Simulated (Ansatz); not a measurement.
## Run report: ZnS, geometry relaxation

- system: ZnS (P6₃mc, 12 atoms in the cell)
- method: DFT PBE, scalar-relativistic, plane waves, PAW, no spin polarisation (Ansatz 0.2.0)

The structure derives from an entry of the Crystallography Open Database. It belongs to a series of runs on one base structure; here: volume × 1.06, shape and atoms relaxed.

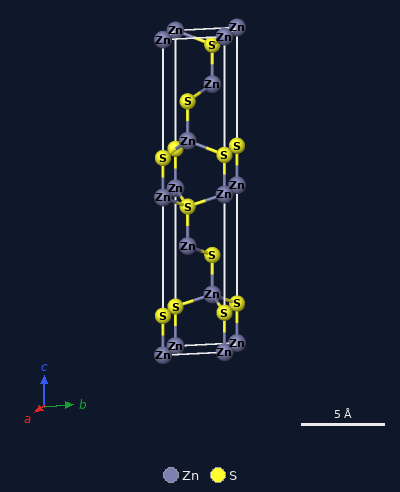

Fig. 1: The starting structure (ball-and-stick view of the cell of the calculation, seen slightly off an axis). An atom can appear more than once, as a periodic image.

## Input
```yaml
crystal:
  lattice:
    - [3.9224757942, 0.0, 0.0]
    - [-1.9612378971, 3.3969636835, 0.0]
    - [0.0, 0.0, 19.2433015887]
  atoms:
    - { symbol: Zn, position: [0.0, 0.0, 2.97395e-05] }
    - { symbol: Zn, position: [0.0, 0.0, 0.5000297395] }
    - { symbol: Zn, position: [0.3333333333, 0.6666666667, 0.1667881137] }
    - { symbol: Zn, position: [0.6666666667, 0.3333333333, 0.6667881137] }
    - { symbol: Zn, position: [0.6666666667, 0.3333333333, 0.3332709664] }
    - { symbol: Zn, position: [0.3333333333, 0.6666666667, 0.8332709664] }
    - { symbol: S, position: [0.0, 0.0, 0.1251143272] }
    - { symbol: S, position: [0.0, 0.0, 0.6251143272] }
    - { symbol: S, position: [0.3333333333, 0.6666666667, 0.2916430245] }
    - { symbol: S, position: [0.6666666667, 0.3333333333, 0.7916430245] }
    - { symbol: S, position: [0.6666666667, 0.3333333333, 0.4581538287] }
    - { symbol: S, position: [0.3333333333, 0.6666666667, 0.9581538287] }
basis:
  ecutwfc: 420
kpoints:
  mp_grid: { grid: [12, 12, 2] }
hamiltonian:
  xc: pbe
scf:
  occupations: { method: gaussian, width: 0.02 }
output:
  forces: true
  stress: true
  eigenvalues: true
relax:
  adjacent_minimum: "off"
  f_tol: 0.01
  max_steps: 30
  cell: { stress_tol: 0.1, fix: [volume] }
```

Run on 2 threads of Intel Xeon @ 2.50GHz (Skylake/Cascade Lake), 189 GiB of memory available, shared host.

Launched with:
```bash
ansatz run input.yaml --threads 2 --pin off --max-ram 5120MiB --backend cpu --events-out ev --progress --plain --runs-dir out
```

## The program's output
```
Engine: ansatz 0.2.0, x86_64-unknown-linux-gnu
Pseudopotentials: kind: paw
Pseudopotential: Zn, paw, valence charge 12, recommended cutoff 420 eV (normal), Zn.paw.azcp
Pseudopotential: S, paw, valence charge 6, recommended cutoff 420 eV (normal), S.paw.azcp
Functional definition: PBE
  parameter kappa = 0.804
  parameter beta = 0.06672455060314922
  exchange = pbe_x(kappa = kappa, mu = beta*pi^2/3)
  correlation = pbe_c(beta = beta)
Crystal: 12 atoms, lattice volume = 256.408 Å³
Basis set: ecut = 420 eV, 5057 PW (Γ), exchange–correlation on 54×54×270 points (8 copies of the dense FFT grid, shifted against one another)
Bands: 66, of which v1, the nominal top of the filled ones, is band 54 counted from 1 (53 counted from 0)
Symmetry: 12 space group operations
Space group: P63mc (ITA 186), of the structure as read, at distance tolerance 6.4e-5 Å
k-points: 38 of 288
Non-local potential: Zn, projectors of the file, l = 0: 2, l = 1: 2, l = 2: 3, l = 3: 1
Non-local potential: S, projectors of the file, l = 0: 2, l = 1: 2, l = 2: 2
PAW form: soft (Blöchl's): semilocal exchange-correlation on the pseudo side does not see the compensation charge
PAW one-centre angular grid: Zn, 590 points (default); XC on 64 Gauss nodes
PAW one-centre angular grid: S, 110 points (default); XC on 64 Gauss nodes
Initial density: superposition of atomic densities (neutral atoms: chi_scale 0, normalization atom), corrected by the library's trained network
Initial wavefunctions: pseudopotential atomic-orbital guess
Functional: x = pbe(κ = 0.804, μ = 0.2195149727645171), c = pbe(β = 0.06672455060314922)
SCF iter   1: F=—  HF=-25336.227207 eV  |F-HF|=—  |Δ(HF+E_count)|=         —  Δρ=6.65e-4  dr2=2.33e-3  ethr=1.77e-3  ⟨swp⟩=8.6  Hψ=10447  notcnv=0  defer=18
preconditioner: auto → Resta (q_TF=auto, 2.362 Å⁻¹)  ε∞=6.5  [insulator: Δε(μ)=1.783 eV  Ē_g=10.280 eV  σ=0.020 eV  W_gap=1.00  n_scr=68 (ndim 8)  ℏωp=24.1 eV  f_vac=0.047  D(μ)=0.00/eV (n_scr^D=0)  ε∞_Penn≈6.5]
SCF iter   2: F=—  HF=-25336.229378 eV  |F-HF|=—  |Δ(HF+E_count)|=   2.17e-3  Δρ=4.32e-4  dr2=6.44e-4  ethr=2.16e-6  ⟨swp⟩=2.2  Hψ=5104  notcnv=0  defer=155
SCF iter   3: F=—  HF=-25336.229616 eV  |F-HF|=—  |Δ(HF+E_count)|=   2.38e-4  Δρ=3.17e-4  dr2=1.48e-4  ethr=5.96e-7  ⟨swp⟩=2.0  Hψ=4219  notcnv=0  defer=155
SCF iter   4: F=—  HF=-25336.229536 eV  |F-HF|=—  |Δ(HF+E_count)|=   7.94e-5  Δρ=8.08e-5  dr2=1.97e-5  ethr=1.37e-7  ⟨swp⟩=2.0  Hψ=4137  notcnv=0  defer=155
SCF iter   5: F=—  HF=-25336.229444 eV  |F-HF|=—  |Δ(HF+E_count)|=   9.19e-5  Δρ=3.62e-5  dr2=6.44e-6  ethr=1.82e-8  ⟨swp⟩=2.0  Hψ=2960  notcnv=0  defer=155
SCF iter   6: F=—  HF=-25336.229452 eV  |F-HF|=—  |Δ(HF+E_count)|=   7.26e-6  Δρ=1.18e-5  dr2=3.54e-7  ethr=5.96e-9  ⟨swp⟩=2.0  Hψ=4365  notcnv=0  defer=155
SCF iter   7: F=—  HF=-25336.229452 eV  |F-HF|=—  |Δ(HF+E_count)|=   5.86e-7  Δρ=7.95e-6  dr2=9.20e-8  ethr=9.26e-11  ⟨swp⟩=10.6  Hψ=11765  notcnv=0
SCF iter   8: F=-25336.229452 eV  HF=-25336.229452 eV  |F-HF|=7.64e-9  |Δ(HF+E_count)|=   3.92e-8  Δρ=2.45e-6  dr2=1.22e-8  ethr=8.52e-11  ⟨swp⟩=4.0  Hψ=8464  notcnv=0
SCF 1 converged in 8 iterations: F = -25336.229452 eV  dr2 = 1.22e-8
  greatest PAW one-centre occupation: 0.984 electrons in one spin orbital (limit 2), on the Zn atom at site 2 (counted from 0), in its partial waves of l = 2
relax step   1: F+E_penalty+E_count = -25336.22945205 eV  Δ(F+E_penalty+E_count) = +0.000e0 eV  max|allowed force component| = 6.183e-3 eV/Å  Δτ_max = 0.0000 Å  P = -3.522 GPa  Ω = 256.408 Å³  fix = [volume]  reactions: volume -3.522 GPa  (8 SCF iters, dr2 threshold 1.00e-7 eV, accepted)
Initial density: handed on by an earlier stage of this run
Initial wavefunctions: pseudopotential atomic-orbital guess (no wavefunctions were taken with the density)
iter 1 solved again at ethr=9.37e-8 eV; its pass at ethr=3.10e-3 eV (dr2=1.01e-4 eV) is discarded
SCF iter   1: F=—  HF=-25336.229557 eV  |F-HF|=—  |Δ(HF+E_count)|=         —  Δρ=3.10e-6  dr2=1.60e-8  ethr=9.37e-8  ⟨swp⟩=3.9  Hψ=18310  notcnv=0  defer=3
eigensolver tolerance schedule: the retry pair's looser diagonalisation over-reported the residual by 6318.01 of it (diagonalisation noise at 0.24 of the residual, at the tolerance the schedule requests for it); recorded, not acted on — ethr = c·dr2/N_el stays at c = 1.0e-1
preconditioner: auto → Resta (q_TF=auto, 2.362 Å⁻¹)  ε∞=6.5  [insulator: Δε(μ)=1.789 eV  Ē_g=10.277 eV  σ=0.020 eV  W_gap=1.00  n_scr=68 (ndim 8)  ℏωp=24.1 eV  f_vac=0.045  D(μ)=0.00/eV (n_scr^D=0)  ε∞_Penn≈6.5]
SCF iter   2: F=—  HF=-25336.229452 eV  |F-HF|=—  |Δ(HF+E_count)|=   1.05e-4  Δρ=1.71e-6  dr2=7.03e-9  ethr=1.48e-11  ⟨swp⟩=3.3  Hψ=5983  notcnv=0  defer=2
SCF iter   3: F=—  HF=-25336.229452 eV  |F-HF|=—  |Δ(HF+E_count)|=   1.14e-9  Δρ=9.15e-7  dr2=2.76e-9  ethr=6.51e-12  ⟨swp⟩=2.0  Hψ=3848  notcnv=0  defer=2
SCF iter   4: F=—  HF=-25336.229452 eV  |F-HF|=—  |Δ(HF+E_count)|=   5.62e-9  Δρ=4.03e-7  dr2=4.99e-10  ethr=2.55e-12  ⟨swp⟩=2.0  Hψ=4376  notcnv=0  defer=2
SCF iter   5: F=-25336.229452 eV  HF=-25336.229452 eV  |F-HF|=3.27e-11  |Δ(HF+E_count)|=  6.29e-10  Δρ=2.74e-7  dr2=1.43e-10  ethr=1.00e-12  ⟨swp⟩=5.4  Hψ=9176  notcnv=0
SCF 2 converged in 5 iterations: F = -25336.229452 eV  dr2 = 1.43e-10
  greatest PAW one-centre occupation: 0.984 electrons in one spin orbital (limit 2), on the Zn atom at site 3 (counted from 0), in its partial waves of l = 2
relax step   2: F+E_penalty+E_count = -25336.22945206 eV  Δ(F+E_penalty+E_count) = -8.211e-9 eV  max|allowed force component| = 6.185e-3 eV/Å  Δτ_max = 0.0000 Å  P = -3.522 GPa  Ω = 256.408 Å³  fix = [volume]  reactions: volume -3.522 GPa  stress off target by 1.04e-2 GPa on what of the cell is left free  SCF on the basis re-selected at this cell (its energy is not comparable with the rows above)  (5 SCF iters)
```

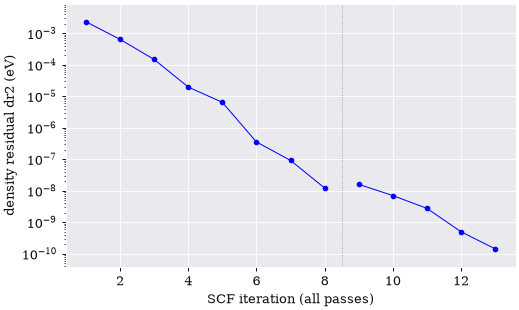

Fig. 2: Convergence of the self-consistent field: density residual dr2 against the SCF iteration. The dotted lines part the SCF passes of the relaxation: geometry steps, rejected trials and re-solves on a re-selected basis. The passes take 8 and 5 iterations.

```
basis re-selected at this cell: Δ(F+E_penalty+E_count) = -8.211e-9 eV, ΔP = -0.000 GPa vs the last step (what re-selecting the basis moved, of the pressure what is left beyond the Pulay correction that the steps carried, after the strain that the cell walked since its last selection, with what the two solves' SCF thresholds leave and, on support functions, any second-order correction that the steps lacked; it is no measure of the basis error at this ecutwfc). This SCF's stress stands 1.04e-2 GPa from its target on what of the cell is left free (relax.cell.stress_tol is 1.00e-1 GPa) and its largest allowed force component is 6.18e-3 eV/Å (relax.f_tol is 1.00e-2 eV/Å): within both
SCF converged after 5 iterations
Free energy (F): -25336.229452 eV
Harris-Foulkes:  -25336.229452 eV  (|F-HF|=3.27e-11)
Internal energy: -25336.229452 eV  (E = F + TS)
E sigma→0 (E₀):  -25336.229452 eV
Fermi energy:    5.695052 eV
--- Per-component energies (eV) ---
  E_band       = -50.022179
  E_kinetic    = 1418.390801
  E_local      = -12561.537039  (includes V_loc(G=0)·N_el)
  E_nonlocal   = 3860.450226
  E_hartree    = 5242.495878
  E_xc         = -1399.819582
  E_vxc        = -828.486589  (∫ρ·V_xc dr)
  E_paw        = -14576.453121  (= ΣΔE_a)
  E_vpaw       = -2423.828511  (= ΣTr[D̂ρ^β])
  E_aug_tail   = -0.002088  (compensation charges beyond the density's cutoff)
  E_ewald      = -7319.754527
  E_smearing   = -0.000000  (= −TS)
  E_closure    = 0.000000  (closes the sum)
  Σ components = -25336.229452   (vs F -25336.229452, Δ=0.00e0)
--- Forces (eV/Å), atoms counted from 1 ---
  atom   1  Zn    -0.00000000     0.00000000    -0.00443422
  atom   2  Zn     0.00000000    -0.00000000    -0.00443422
  atom   3  Zn    -0.00000000    -0.00000000    -0.00618473
  atom   4  Zn     0.00000000     0.00000000    -0.00618473
  atom   5  Zn     0.00000000    -0.00000000    -0.00150443
  atom   6  Zn    -0.00000000     0.00000000    -0.00150443
  atom   7  S      0.00000000     0.00000000     0.00592355
  atom   8  S      0.00000000    -0.00000000     0.00592355
  atom   9  S     -0.00000000     0.00000000     0.00191898
  atom  10  S     -0.00000000    -0.00000000     0.00191898
  atom  11  S     -0.00000000     0.00000000     0.00427951
  atom  12  S      0.00000000    -0.00000000     0.00427951
  max |Σ_I F_I| component: 2.70e-6 eV/Å
--- Stress (GPa, compression-positive) ---
       -3.516383       0.000000      -0.000000
       -0.000000      -3.516383      -0.000000
        0.000000      -0.000000      -3.532028
  P = ⅓ Tr σ = -3.5216 GPa (-35.216 kbar)
--- Band table (eV; the first three rows and the last of 38) ---
  k-point 0: bands = ["-7.8255", "-7.6536", "-7.6461", "-7.2624", "-7.2534", "-7.0357", "-1.2590", "-1.2561", "-1.2561", "-1.2512", "-1.2403", "-1.2403", "-1.2383", "-1.2221", "-1.2221", "-1.1913", "-1.1913", "-1.1819", "-1.1819", "-1.1677", "-1.1677", "-1.0847", "-1.0801", "-0.8631", "-0.8631", "-0.8611", "-0.8611", "-0.8515", "-0.8515", "-0.8471", "-0.8471", "-0.8292", "-0.8292", "-0.8219", "-0.8219", "-0.6779", "0.0047", "1.1737", "1.1824", "3.1788", "3.1970", "4.0360", "4.0360", "4.2073", "4.2073", "4.2125", "4.2125", "4.5838", "4.5838", "4.5946", "4.5946", "4.7773", "4.8004", "4.8004", "6.5896", "7.6957", "7.8105", "7.8760", "7.9484", "8.0899", "11.0381", "11.1059", "11.1760", "11.1760", "11.2621", "11.3893"]
  k-point 1: bands = ["-7.7796", "-7.7796", "-7.4615", "-7.4615", "-7.0973", "-7.0973", "-1.2579", "-1.2579", "-1.2504", "-1.2504", "-1.2504", "-1.2504", "-1.2071", "-1.2071", "-1.2071", "-1.2071", "-1.1974", "-1.1974", "-1.1723", "-1.1723", "-1.1723", "-1.1723", "-0.8700", "-0.8700", "-0.8619", "-0.8619", "-0.8619", "-0.8619", "-0.8499", "-0.8499", "-0.8499", "-0.8499", "-0.8251", "-0.8251", "-0.8251", "-0.8251", "0.3979", "0.3979", "2.1377", "2.1377", "4.0818", "4.0818", "4.0818", "4.0818", "4.2071", "4.2071", "4.3935", "4.3935", "4.3935", "4.3935", "4.7420", "4.7420", "4.7420", "4.7420", "7.0748", "7.0748", "7.8989", "7.8989", "8.0711", "8.0711", "11.1411", "11.1411", "11.2557", "11.2557", "11.2557", "11.2557"]
  k-point 2: bands = ["-7.7847", "-7.6162", "-7.6088", "-7.2339", "-7.2249", "-7.0133", "-1.2584", "-1.2535", "-1.2511", "-1.2481", "-1.2479", "-1.2315", "-1.2200", "-1.2132", "-1.2130", "-1.1884", "-1.1806", "-1.1798", "-1.1712", "-1.1644", "-1.1560", "-1.0810", "-1.0754", "-0.8704", "-0.8678", "-0.8623", "-0.8597", "-0.8563", "-0.8529", "-0.8438", "-0.8428", "-0.8344", "-0.8273", "-0.8237", "-0.8203", "-0.6656", "0.0637", "1.1931", "1.2017", "3.0834", "3.1031", "3.6972", "3.9004", "3.9107", "3.9361", "4.1196", "4.1231", "4.2925", "4.3550", "4.4211", "4.5204", "4.5299", "4.7267", "4.7499", "7.0261", "7.9717", "8.0776", "8.2091", "8.2704", "8.4140", "10.7271", "10.7578", "11.0162", "11.2917", "11.3504", "11.3800"]
  k-point 37: bands = ["-6.8447", "-6.8447", "-6.8389", "-6.8389", "-6.8272", "-6.8272", "-1.1761", "-1.1761", "-1.1479", "-1.1479", "-1.1097", "-1.1097", "-1.0741", "-1.0741", "-1.0660", "-1.0660", "-1.0395", "-1.0395", "-0.9178", "-0.9178", "-0.8962", "-0.8962", "-0.8955", "-0.8955", "-0.8668", "-0.8668", "-0.8463", "-0.8463", "-0.8410", "-0.8410", "-0.6174", "-0.6174", "-0.5896", "-0.5896", "-0.5864", "-0.5864", "0.4850", "0.4850", "0.5441", "0.5441", "0.6748", "0.6748", "1.8250", "1.8250", "2.1349", "2.1349", "2.4487", "2.4487", "3.1406", "3.1406", "3.3219", "3.3219", "3.4481", "3.4481", "9.3994", "9.3994", "9.4630", "9.4630", "9.6045", "9.6045", "10.5923", "10.5923", "10.9889", "10.9889", "11.5111", "11.5111"]
--- Relaxed structure (1 steps of the walk, 1 accepted, 1 SCFs on fresh bases) ---
  F+E_penalty+E_count = -25336.22945206 eV   max|allowed force component| = 6.185e-3 eV/Å   (the final SCF, on the basis selected at the relaxed cell)
  cell:  # Å, volume = 256.4075 Å³
    - [3.9224757941961075, 0.0, 0.0]
    - [-1.9612378970980537, 3.3969636835033707, 0.0]
    - [0.0, 0.0, 19.2433015887]
  atoms:
    - { symbol: Zn, position: [0.0, 0.0, 2.9739499999999995e-5] }
    - { symbol: Zn, position: [0.0, 0.0, 0.5000297395] }
    - { symbol: Zn, position: [0.3333333333333333, 0.6666666666666666, 0.1667881137] }
    - { symbol: Zn, position: [0.6666666666666666, 0.3333333333333333, 0.6667881137] }
    - { symbol: Zn, position: [0.6666666666666666, 0.3333333333333333, 0.3332709663999999] }
    - { symbol: Zn, position: [0.3333333333333333, 0.6666666666666666, 0.8332709664] }
    - { symbol: S, position: [0.0, 0.0, 0.1251143272] }
    - { symbol: S, position: [0.0, 0.0, 0.6251143272] }
    - { symbol: S, position: [0.3333333333333333, 0.6666666666666666, 0.2916430245] }
    - { symbol: S, position: [0.6666666666666666, 0.3333333333333333, 0.7916430244999999] }
    - { symbol: S, position: [0.6666666666666666, 0.3333333333333333, 0.4581538287] }
    - { symbol: S, position: [0.3333333333333333, 0.6666666666666666, 0.9581538286999999] }
```

## Trajectory as extended XYZ (Å, eV, eV/Å), 2 frames, from step=1 to step=2
```
12
Lattice="3.9225 0.0000 0.0000 -1.9612 3.3970 0.0000 0.0000 0.0000 19.2433" Properties=species:S:1:pos:R:3:forces:R:3 step=1 energy=-25336.22945 pressure_GPa=-3.52
Zn    0.0000    0.0000    0.0006    0.0000   0.0000  -0.0044
Zn    0.0000    0.0000    9.6222    0.0000   0.0000  -0.0044
Zn    0.0000    2.2646    3.2096    0.0000   0.0000  -0.0062
Zn    1.9612    1.1323   12.8312    0.0000   0.0000  -0.0062
Zn    1.9612    1.1323    6.4132    0.0000   0.0000  -0.0015
Zn    0.0000    2.2646   16.0349    0.0000   0.0000  -0.0015
S     0.0000    0.0000    2.4076    0.0000   0.0000   0.0059
S     0.0000    0.0000   12.0293    0.0000   0.0000   0.0059
S     0.0000    2.2646    5.6122    0.0000   0.0000   0.0019
S     1.9612    1.1323   15.2338    0.0000   0.0000   0.0019
S     1.9612    1.1323    8.8164    0.0000   0.0000   0.0043
S     0.0000    2.2646   18.4380    0.0000   0.0000   0.0043
12
Lattice="3.9225 0.0000 0.0000 -1.9612 3.3970 0.0000 0.0000 0.0000 19.2433" Properties=species:S:1:pos:R:3:forces:R:3 step=2 energy=-25336.22945 pressure_GPa=-3.52
Zn    0.0000    0.0000    0.0006    0.0000   0.0000  -0.0044
Zn    0.0000    0.0000    9.6222    0.0000   0.0000  -0.0044
Zn    0.0000    2.2646    3.2096    0.0000   0.0000  -0.0062
Zn    1.9612    1.1323   12.8312    0.0000   0.0000  -0.0062
Zn    1.9612    1.1323    6.4132    0.0000   0.0000  -0.0015
Zn    0.0000    2.2646   16.0349    0.0000   0.0000  -0.0015
S     0.0000    0.0000    2.4076    0.0000   0.0000   0.0059
S     0.0000    0.0000   12.0293    0.0000   0.0000   0.0059
S     0.0000    2.2646    5.6122    0.0000   0.0000   0.0019
S     1.9612    1.1323   15.2338    0.0000   0.0000   0.0019
S     1.9612    1.1323    8.8164    0.0000   0.0000   0.0043
S     0.0000    2.2646   18.4380    0.0000   0.0000   0.0043
```

## Summary

```csv
quantity,value
outcome,converged
space group (tolerance 0.01 Å),P6₃mc (186)
electrons treated,108
free energy,−25336.2295 eV
Fermi energy,5.695 eV
gap on the k-point mesh,1.79 eV
pressure,−3.52 GPa
final volume,256.41 Å³
largest force (length of the vector) at the end,0.006 eV/Å
final cell,"a = 3.922 Å, b = 3.922 Å, c = 19.243 Å, α = 90.00°, β = 90.00°, γ = 120.00°"
wall time,1.9 min (CPU time 3.8 min)
peak memory,0.83 GiB
```
